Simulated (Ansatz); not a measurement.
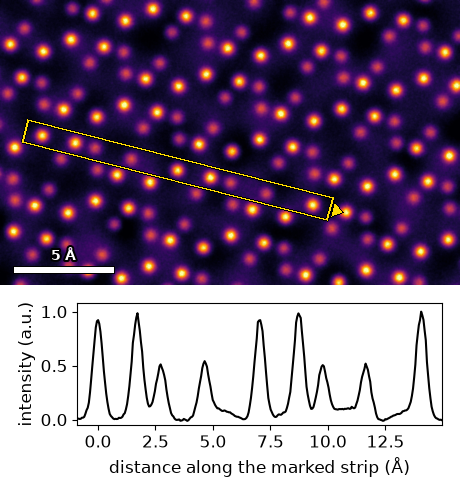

Dark-field STEM-like image of B (R-3m, No. 166) along [100]. Simulated incoherent Z contrast: every atom adds Z^1.7 spread by a probe of 0.50 Å full width; channelling and multiple scattering are left out. The probe carries 25 % of its weight in a tail 2.5 times as wide. Shot noise and the speckle of an amorphous layer were added. Atomic positions: coordinates from a relaxation at fixed volume with DFT r2SCAN, scalar-relativistic, plane waves, PAW in Ansatz.

```cif
data_structure
_symmetry_space_group_name_H-M 'P 1'
_symmetry_Int_Tables_number 1
_cell_length_a 4.9026
_cell_length_b 4.9026
_cell_length_c 12.5259
_cell_angle_alpha 90.000
_cell_angle_beta 90.000
_cell_angle_gamma 120.000
_cell_volume 260.73
loop_
_atom_site_label
_atom_site_type_symbol
_atom_site_fract_x
_atom_site_fract_y
_atom_site_fract_z
_atom_site_occupancy
B1 B 0.11845 0.88155 0.89137 1
B2 B 0.11845 0.23690 0.89137 1
B3 B 0.76310 0.88155 0.89137 1
B4 B 0.21488 0.78512 0.77530 1
B5 B 0.21488 0.42977 0.77530 1
B6 B 0.57023 0.78512 0.77530 1
B7 B 0.52949 0.47051 0.69089 1
B8 B 0.52949 0.05898 0.69089 1
B9 B 0.94102 0.47051 0.69089 1
B10 B 0.80384 0.19616 0.97577 1
B11 B 0.80384 0.60769 0.97577 1
B12 B 0.39231 0.19616 0.97577 1
B13 B 0.78512 0.21488 0.22470 1
B14 B 0.78512 0.57023 0.22470 1
B15 B 0.42977 0.21488 0.22470 1
B16 B 0.88155 0.11845 0.10863 1
B17 B 0.88155 0.76310 0.10863 1
B18 B 0.23690 0.11845 0.10863 1
B19 B 0.19616 0.80384 0.02423 1
B20 B 0.19616 0.39231 0.02423 1
B21 B 0.60769 0.80384 0.02423 1
B22 B 0.47051 0.52949 0.30911 1
B23 B 0.47051 0.94102 0.30911 1
B24 B 0.05898 0.52949 0.30911 1
B25 B 0.45178 0.54822 0.55803 1
B26 B 0.45178 0.90356 0.55803 1
B27 B 0.09644 0.54822 0.55803 1
B28 B 0.54822 0.45178 0.44197 1
B29 B 0.54822 0.09644 0.44197 1
B30 B 0.90356 0.45178 0.44197 1
B31 B 0.86282 0.13718 0.35756 1
B32 B 0.86282 0.72565 0.35756 1
B33 B 0.27435 0.13718 0.35756 1
B34 B 0.13718 0.86282 0.64244 1
B35 B 0.13718 0.27435 0.64244 1
B36 B 0.72565 0.86282 0.64244 1
```

The curve is the intensity along the marked strip, in the direction of its arrowhead, with zero distance at the first column. Brightness is counted from the darkest point of the image.

**List the columns that the line crosses, with their positions.**

| position (Å) | atoms per repeat along the beam | height (% of the highest) |
| --- | --- | --- |
| 0.0 | 2 B | 100 |
| 1.7 | 2 B | 100 |
| 2.7 | 1 B | 50 |
| 4.6 | 1 B | 50 |
| 7.0 | 2 B | 100 |
| 8.7 | 2 B | 100 |
| 9.8 | 1 B | 50 |
| 11.7 | 1 B | 50 |
| 14.1 | 2 B | 100 |
